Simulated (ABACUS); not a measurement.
# Mg: 7 runs along one coordinate

System: Mg (I4/mmm, 1 atom in the cell).
Method: Kohn-Sham DFT of a periodic cell, PBE, PseudoDojo NC SR 0.4.1 PBE standard, no spin polarisation (ABACUS 3.10.1).

The 7 runs differ only in the geometry, by an even scaling of the cell at fixed fractional positions. The structure derives from a Materials Project entry.

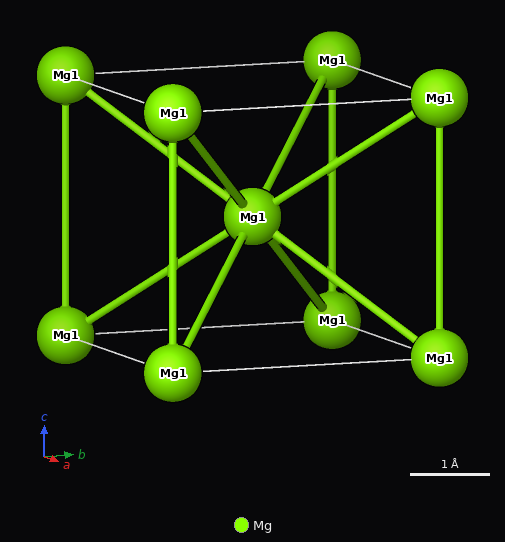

Figure 1. The structure of run 4 (ball-and-stick view of the cell 2 times as large as that of the calculation, set on its symmetry axes, seen slightly off an axis; atoms are numbered from 1 in the order of the input).

### Input file of run 4
```
INPUT_PARAMETERS
suffix              Mg
calculation         scf
basis_type          pw
pseudo_dir          ./
symmetry            1
dft_functional      pbe
ecutwfc             84
pseudo_rcut         10
nspin               1
nbands              9
ks_solver           dav
smearing_method     fd
smearing_sigma      0.00367493
scf_thr             1e-08
scf_nmax            100
mixing_type         broyden
mixing_beta         0.7
cal_force           1
cal_stress          1
kpar                4
```

### File STRU of run 4
```
ATOMIC_SPECIES
Mg 24.3050 Mg.upf

LATTICE_CONSTANT
1.8897261246

LATTICE_VECTORS
-1.8359916300 1.8359916300 1.6794040200
1.8359916300 -1.8359916300 1.6794040200
1.8359916300 1.8359916300 -1.6794040200

ATOMIC_POSITIONS
Direct

Mg
0.0
1
0.0000000000 0.0000000000 0.0000000000 1 1 1
```

### File KPT of run 4
```
K_POINTS
0
Gamma
11 11 11 0 0 0
```

Command:
```bash
OMP_NUM_THREADS=1 mpirun -np 4 abacus > log
```

Lattice vectors (Å) and fractional positions of run 4:
```
  -1.835992    1.835992    1.679404
   1.835992   -1.835992    1.679404
   1.835992    1.835992   -1.679404
Mg  0.000000  0.000000  0.000000
```

Run 5 differs from it as follows:
```diff
--1.8359916300 1.8359916300 1.6794040200
-1.8359916300 -1.8359916300 1.6794040200
-1.8359916300 1.8359916300 -1.6794040200
+-1.8481508693 1.8481508693 1.6905262251
+1.8481508693 -1.8481508693 1.6905262251
+1.8481508693 1.8481508693 -1.6905262251
```

### Results, with one run withheld

| run | volume per atom (Å³) | free energy per atom, from the lowest run given (meV) | pressure (GPa) |
| --- | --- | --- | --- |
| 1 | 21.286 | 15.94 | 3.26 |
| 2 | 21.738 | 8.11 | 2.29 |
| 3 | 22.191 | 2.88 | 1.42 |
| 4 | 22.644 | 0.00 | 0.63 |
| 5 | 23.097 | ? | ? |
| 6 | 23.550 | 0.44 | −0.73 |
| 7 | 24.003 | 3.38 | −1.32 |

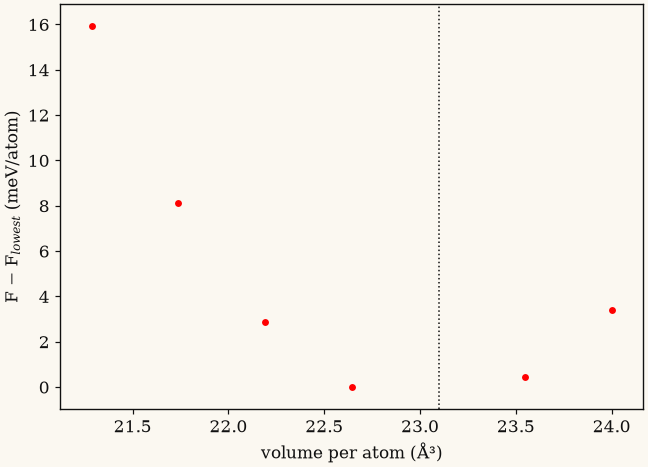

Figure 2. Free energy per atom of the runs given; the dotted line marks run 5.

What should run 5 give?

A cubic polynomial in V^(−2/3) (the Birch–Murnaghan form), fitted to the 6 runs given, misses them by under 0.01 meV per atom. With x = V^(−2/3) − 0.12534 Å⁻², it reads F = 0.48649 + 1365.1 x + 3.7337e+05 x² + 81895 x³ (meV per atom). At run 5 it gives −0.75 meV per atom, and the run itself gives −0.74. The slope of the fit gives a pressure −dF/dV of −0.09 GPa there, and the run prints −0.08 GPa. The fit has its minimum at 23.038 Å³ per atom, where V d²F/dV² gives 35.2 GPa. Cell shape and fractional positions are held, so this is the stiffness under even scaling; the relaxed bulk modulus wasn't computed.

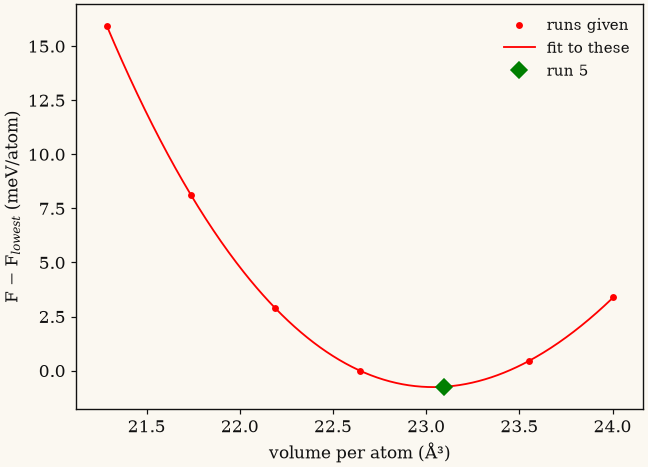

Figure 3. The fit and the withheld run.

### Some lines of the output (run 5)
```
[...]
                          Volume (Bohr^3) = 155.867
                             Volume (A^3) = 23.097
 E_Fermi        0.4146883803         5.6421248671
 E_Fermi        0.4119768307         5.6052323415
 E_Fermi        0.4108747196         5.5902373510
 E_Fermi        0.4108553688         5.5899740690
 E_KS(sigma->0) -118.7903625645      -1616.2257983626
 E_Fermi        0.4108533899         5.5899471447
 final etot is -1616.2275239 eV
 EFERMI = 5.5899471447 eV
 TOTAL-PRESSURE: -0.837371 KBAR
 !FINAL_ETOT_IS -1616.2275238932782031 eV
```
